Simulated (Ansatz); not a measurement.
Crystal: Ti, the geometry relaxed with Ansatz, DFT PBE, scalar-relativistic, plane waves, PAW; the starting structure was generated, so it need not be a known form of this composition.

```
CELL_PARAMETERS angstrom
7.10358 0.00000 0.00000
0.00000 7.10358 0.00000
0.00000 0.00000 2.79888
ATOMIC_POSITIONS crystal
Ti 0.00000 0.18184 0.50000
Ti 0.00000 0.81816 0.50000
Ti 0.68184 0.00000 0.25000
Ti 0.31816 0.00000 0.25000
Ti 0.50000 0.68184 0.00000
Ti 0.50000 0.31816 0.00000
Ti 0.18184 0.50000 0.75000
Ti 0.81816 0.50000 0.75000
```

What does its first Brillouin zone look like, and which path through it is standard?

It has a body-centred tetragonal lattice (tI; extended symbol tI1). The zone is an elongated dodecahedron in its combinatorial type: 12 faces (8 with 4 edges, 4 with 6 edges), 28 edges, 18 vertices. Path: Γ–X–M–Γ–Z | Z₀–M | X–P–N–Γ.

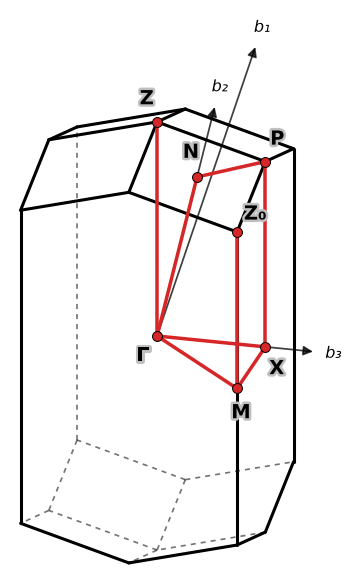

Labels and path follow the convention of Hinuma et al. (2017), as computed by seekpath; the arrows show the directions of the reciprocal primitive vectors b₁, b₂, b₃, in which coordinates are given; lengths include the factor 2π.

```
point      k₁     k₂      k₃  length of k (1/Å)
    Γ       0      0       0              0.000
    M    −1/2    1/2     1/2              0.885
    X       0      0     1/2              0.625
    P     1/4    1/4     1/4              1.285
    Z   0.289  0.289  −0.289              1.297
   Z₀  −0.289  0.711   0.289              1.297
    N       0    1/2       0              1.206
```
